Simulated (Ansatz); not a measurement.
# Single-point calculation of SnO2 (part 2 of 2)

Continued. System: SnO2 (P4₂/mnm, 48 atoms in the cell). Method: DFT PBE, scalar-relativistic, plane waves, PAW, no spin polarisation (Ansatz 0.2.0); cutoff 420 eV, 2×2×1 k-mesh, Gaussian smearing of 0.05 eV. The structure derives from an entry of the Crystallography Open Database.

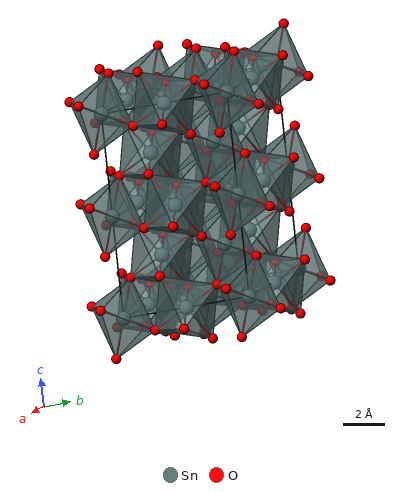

**Figure 1.** The structure as given in the input (polyhedral view of the cell of the calculation, seen slightly off an axis; polyhedra are completed across the faces of the cell). An atom can appear more than once, as a periodic image.

**What the program printed, continued**
```
  k-point 0: bands = ["-11.5914", "-11.5180", "-11.5179", "-11.5179", "-11.5179", "-11.3308", "-11.3308", "-11.3145", "-11.3145", "-11.1986", "-11.1986", "-11.1986", "-11.1986", "-11.1041", "-11.1041", "-10.8883", "-10.8883", "-10.8218", "-10.8141", "-10.8141", "-10.8141", "-10.8141", "-10.5689", "-10.5689", "-10.5334", "-10.5273", "-10.5273", "-10.5272", "-10.5272", "-10.5156", "-10.5156", "-10.5131", "-10.5130", "-10.5067", "-10.5067", "-10.4255", "-10.4255", "-10.4247", "-10.4200", "-10.4200",
      "-10.4151", "-10.4151", "-10.4151", "-10.4151", "-10.3849", "-10.3780", "-10.3779", "-10.3779", "-10.3779", "-10.3533", "-10.3533", "-10.3326", "-10.3326", "-10.3321", "-10.3321", "-10.3321", "-10.3321", "-10.3219", "-10.3219", "-10.3191", "-10.3191", "-10.3148", "-10.3148", "-10.3148", "-10.3148", "-10.3130", "-10.3130", "-10.3130", "-10.3130", "-10.3026", "-10.3026", "-10.2963", "-10.2629", "-10.2628", "-10.2618", "-10.2618", "-10.2550", "-10.2549", "-10.2549", "-10.2548",
      "-9.3992", "-8.8608", "-8.8608", "-7.9923", "-7.9922", "-7.9922", "-7.9922", "-7.9771", "-7.9771", "-7.9771", "-7.9771", "-7.6893", "-7.6893", "-7.5798", "-7.5798", "-7.5663", "-7.5662", "-7.3889", "-7.3889", "-6.5528", "-6.5528", "-6.4370", "-6.4370", "-6.4370", "-6.4370", "-6.0350", "-6.0350", "-5.8298", "-5.8298", "-5.8298", "-5.8297", "-5.7651", "1.4390", "1.8556", "1.8556", "2.6173", "2.6176", "2.6176", "2.6180", "2.7919",
      "2.7919", "2.7919", "2.7919", "3.9680", "3.9683", "3.9683", "3.9690", "4.0623", "4.0623", "4.3894", "4.3894", "4.6564", "4.6564", "5.0365", "5.0365", "5.1827", "5.1827", "5.1827", "5.1827", "5.3149", "5.3155", "5.3155", "5.3155", "5.4792", "5.4802", "5.5711", "5.6315", "5.6315", "6.0403", "6.0403", "6.0403", "6.0403", "6.3621", "6.3621", "6.4287", "6.4879", "6.4879", "6.4974", "6.4974", "7.0074",
      "7.0074", "7.4867", "7.5102", "7.5102", "7.5798", "7.5798", "7.6004", "7.7197", "7.7197", "7.7197", "7.7197", "7.7367", "7.7367", "7.8089", "7.8090", "7.8100", "7.8100", "8.2299", "8.2299", "8.2810", "8.2810", "8.2810", "8.2810", "8.3083", "8.3083", "8.4322", "8.4322", "8.4323", "8.4326", "8.6305", "8.6305", "8.6317", "8.6317", "8.6490", "8.6490", "8.7569", "8.7583", "8.7994", "8.7994", "8.7994",
      "8.7994", "8.8397", "8.8397", "8.8401", "8.8414", "9.0140", "9.0140", "9.5317", "10.8098", "13.8686", "13.8686", "14.3789", "14.3789", "14.8980", "14.8980", "14.8980", "14.8980", "15.6959", "15.8971", "15.8971", "16.0479", "16.0483", "16.0483", "16.0485", "16.2111", "16.2111", "17.0676", "17.0676", "17.6156", "17.6159", "17.6159", "17.6161", "18.0602", "18.0602", "18.1276", "18.1276", "18.3595", "18.3595", "18.3595", "18.3595",
      "18.5863"]
  k-point 1: bands = ["-11.4211", "-11.4211", "-11.4206", "-11.4206", "-11.4177", "-11.4177", "-11.3151", "-11.3151", "-11.2918", "-11.2918", "-11.2870", "-11.2870", "-11.1182", "-11.1182", "-10.9273", "-10.9273", "-10.8725", "-10.8725", "-10.8466", "-10.8466", "-10.6718", "-10.6718", "-10.6697", "-10.6697", "-10.6680", "-10.6680", "-10.6637", "-10.6637", "-10.5994", "-10.5994", "-10.5258", "-10.5258", "-10.4933", "-10.4933", "-10.4859", "-10.4859", "-10.4568", "-10.4568", "-10.4364", "-10.4364",
      "-10.3770", "-10.3770", "-10.3768", "-10.3768", "-10.3685", "-10.3685", "-10.3666", "-10.3666", "-10.3625", "-10.3625", "-10.3442", "-10.3442", "-10.3302", "-10.3302", "-10.3219", "-10.3219", "-10.3219", "-10.3219", "-10.3180", "-10.3180", "-10.3154", "-10.3154", "-10.3116", "-10.3116", "-10.3091", "-10.3091", "-10.3089", "-10.3089", "-10.3056", "-10.3056", "-10.3032", "-10.3032", "-10.2868", "-10.2868", "-10.2858", "-10.2858", "-10.2836", "-10.2836", "-10.2827", "-10.2827",
      "-9.0518", "-9.0518", "-8.5825", "-8.5825", "-8.3917", "-8.3917", "-8.0804", "-8.0804", "-7.8186", "-7.8186", "-7.6585", "-7.6585", "-7.5638", "-7.5638", "-7.3769", "-7.3769", "-7.1262", "-7.1262", "-7.0951", "-7.0951", "-6.4026", "-6.4026", "-6.2357", "-6.2357", "-6.2096", "-6.2096", "-6.0012", "-6.0012", "-5.9739", "-5.9739", "-5.9357", "-5.9357", "1.9546", "1.9546", "1.9692", "1.9692", "2.0189", "2.0189", "2.4793", "2.4793",
      "2.7477", "2.7477", "3.1879", "3.1879", "3.8103", "3.8103", "4.2846", "4.2846", "4.4440", "4.4440", "4.6962", "4.6962", "5.0187", "5.0187", "5.1724", "5.1724", "5.1960", "5.1960", "5.3869", "5.3869", "5.3929", "5.3929", "5.5655", "5.5655", "5.7088", "5.7088", "5.9929", "5.9929", "6.0202", "6.0202", "6.1078", "6.1078", "6.2424", "6.2424", "6.4792", "6.4792", "6.8098", "6.8098", "6.9610", "6.9610",
      "7.1500", "7.1500", "7.1651", "7.1651", "7.4112", "7.4112", "7.5096", "7.5096", "7.7474", "7.7474", "7.7495", "7.7495", "7.8295", "7.8295", "7.9785", "7.9785", "8.0482", "8.0482", "8.1370", "8.1370", "8.1458", "8.1458", "8.2808", "8.2808", "8.3368", "8.3368", "8.3613", "8.3613", "8.4338", "8.4338", "8.4487", "8.4487", "8.5950", "8.5950", "8.6194", "8.6194", "8.6738", "8.6738", "8.7329", "8.7329",
      "8.7362", "8.7362", "8.7668", "8.7668", "8.9790", "8.9790", "9.1964", "9.1964", "12.8368", "12.8368", "13.8576", "13.8576", "14.9255", "14.9255", "14.9361", "14.9361", "14.9973", "14.9973", "15.4015", "15.4015", "15.5140", "15.5140", "16.2069", "16.2069", "16.8597", "16.8597", "16.9688", "16.9688", "17.2607", "17.2607", "17.3211", "17.3211", "17.9299", "17.9299", "18.0317", "18.0317", "18.8599", "18.8599", "19.0288", "19.0288",
      "19.4592"]
  k-point 2: bands = ["-11.3480", "-11.3480", "-11.3338", "-11.3338", "-11.3144", "-11.3144", "-11.2359", "-11.2359", "-11.2359", "-11.2359", "-11.1985", "-11.1985", "-11.1985", "-11.1985", "-11.1041", "-11.1041", "-10.8884", "-10.8884", "-10.8409", "-10.8409", "-10.8232", "-10.8232", "-10.8142", "-10.8142", "-10.8142", "-10.8142", "-10.5688", "-10.5688", "-10.5292", "-10.5292", "-10.5292", "-10.5292", "-10.5049", "-10.5049", "-10.5049", "-10.5049", "-10.4253", "-10.4253", "-10.4203", "-10.4203",
      "-10.4151", "-10.4151", "-10.4151", "-10.4151", "-10.3783", "-10.3783", "-10.3755", "-10.3755", "-10.3534", "-10.3534", "-10.3372", "-10.3372", "-10.3372", "-10.3372", "-10.3321", "-10.3321", "-10.3321", "-10.3321", "-10.3216", "-10.3216", "-10.3205", "-10.3205", "-10.3192", "-10.3192", "-10.3148", "-10.3148", "-10.3148", "-10.3148", "-10.3141", "-10.3141", "-10.3026", "-10.3026", "-10.2724", "-10.2724", "-10.2724", "-10.2724", "-10.2724", "-10.2724", "-10.2654", "-10.2654",
      "-8.8608", "-8.8608", "-8.6564", "-8.6564", "-8.6564", "-8.6564", "-7.9771", "-7.9771", "-7.9771", "-7.9771", "-7.6983", "-7.6983", "-7.5173", "-7.5173", "-7.3890", "-7.3890", "-6.5528", "-6.5528", "-6.4881", "-6.4881", "-6.4881", "-6.4881", "-6.4370", "-6.4370", "-6.4370", "-6.4370", "-6.1145", "-6.1145", "-6.0350", "-6.0350", "-6.0342", "-6.0342", "1.5433", "1.5433", "1.8557", "1.8557", "2.3085", "2.3085", "2.7916", "2.7916",
      "2.7916", "2.7916", "2.9945", "2.9945", "2.9948", "2.9948", "4.3887", "4.3887", "4.5122", "4.5122", "4.6575", "4.6575", "5.0363", "5.0363", "5.1832", "5.1832", "5.1832", "5.1832", "5.2820", "5.2820", "5.7724", "5.7724", "6.0407", "6.0407", "6.0407", "6.0407", "6.3625", "6.3625", "6.4146", "6.4146", "6.4146", "6.4146", "6.4876", "6.4876", "6.5772", "6.5772", "6.5781", "6.5781", "6.9464", "6.9464",
      "7.0060", "7.0060", "7.0143", "7.0143", "7.1034", "7.1034", "7.5096", "7.5096", "7.5815", "7.5815", "7.5817", "7.5817", "7.7189", "7.7189", "7.7189", "7.7189", "7.7372", "7.7372", "7.8778", "7.8778", "8.2736", "8.2736", "8.2814", "8.2814", "8.2814", "8.2814", "8.3502", "8.3502", "8.3502", "8.3502", "8.5621", "8.5621", "8.6305", "8.6305", "8.6500", "8.6500", "8.6969", "8.6969", "8.7991", "8.7991",
      "8.7991", "8.7991", "8.8973", "8.8973", "8.8984", "8.8984", "9.0143", "9.0143", "13.8682", "13.8682", "13.9812", "13.9812", "13.9817", "13.9817", "14.4680", "14.4680", "14.8982", "14.8982", "14.8982", "14.8982", "15.7704", "15.7704", "16.2117", "16.2117", "16.6393", "16.6393", "16.6393", "16.6393", "18.0600", "18.0600", "18.1275", "18.1275", "18.3593", "18.3593", "18.3593", "18.3593", "18.4256", "18.4256", "18.5866", "18.5866",
      "19.3191"]
```

**Summary**

```json
{"quantity": "outcome", "value": "converged"}
{"quantity": "space group (tolerance 0.01 Å)", "value": "P4₂/mnm (136)"}
{"quantity": "electrons treated", "value": "416"}
{"quantity": "free energy", "value": "−114542.5711 eV"}
{"quantity": "Fermi energy", "value": "10.171 eV"}
{"quantity": "gap on the k-point mesh", "value": "1.28 eV"}
{"quantity": "largest force (length of the vector)", "value": "0.260 eV/Å"}
{"quantity": "hardware", "value": "4 threads of Arm Neoverse V1, 24 GiB of memory available, shared host"}
{"quantity": "wall time", "value": "7.4 s (CPU time 29 s)"}
{"quantity": "peak memory", "value": "2.1 GiB"}
```
